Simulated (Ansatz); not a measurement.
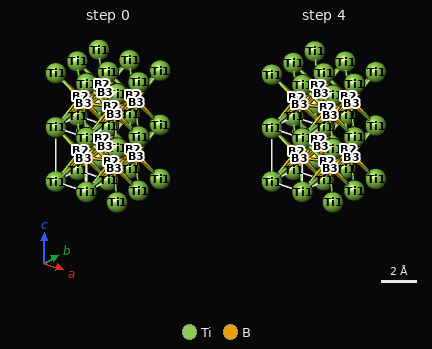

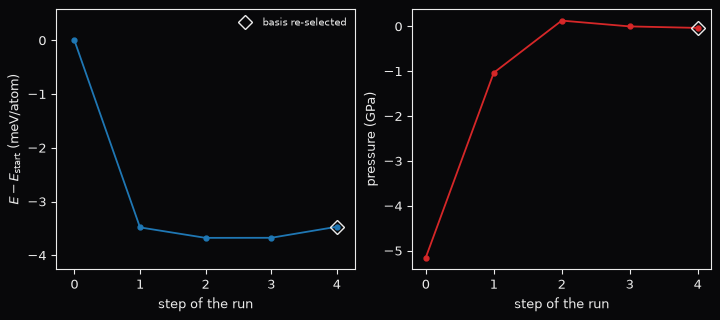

First and last geometry of a relaxation of crystalline TiB2 (set up in P6/mmm), with the history of the run. The picture is a ball-and-stick view of the cell of the calculation, repeated 2 × 2 × 2 with one cell outlined, seen slightly off an axis.

These are results of Ansatz, DFT PBEsol, scalar-relativistic, plane waves, PAW, not measurements. Set-up: plane-wave cutoff 420 eV; k-point mesh 15 × 15 × 14; occupations gaussian; smearing width 0.1 eV; no spin polarisation; cell and atoms relaxed; force threshold 0.005 eV/Å; at most 80 steps.

### What do the curves and the structures tell?

It converged. After 3 accepted moves (4 points after the start) the energy has fallen by 3.5 meV per atom. All forces vanish by symmetry, so only the cell relaxes. The pressure goes from −5.15 to −0.03 GPa. At 1 point the geometry stayed and the basis and grid were re-selected for the new cell (energy shift of 0.2 meV per atom at most each time). No atom moves by more than 0.005 Å relative to the cell. Cell: a = b 3.029 → 3.018 Å (−0.4 %), c 3.228 → 3.185 Å (−1.4 %). Volume −2.1 %. Among the contacts that change: Ti1–Ti1 3.228 → 3.185 Å, Ti1–B2 2.380 → 2.360 Å, Ti1–Ti1 (another image) 3.029 → 3.018 Å, B2–B3 1.749 → 1.742 Å. The space group stays P6/mmm (No. 191). The run took about 25 core-seconds on a shared host.
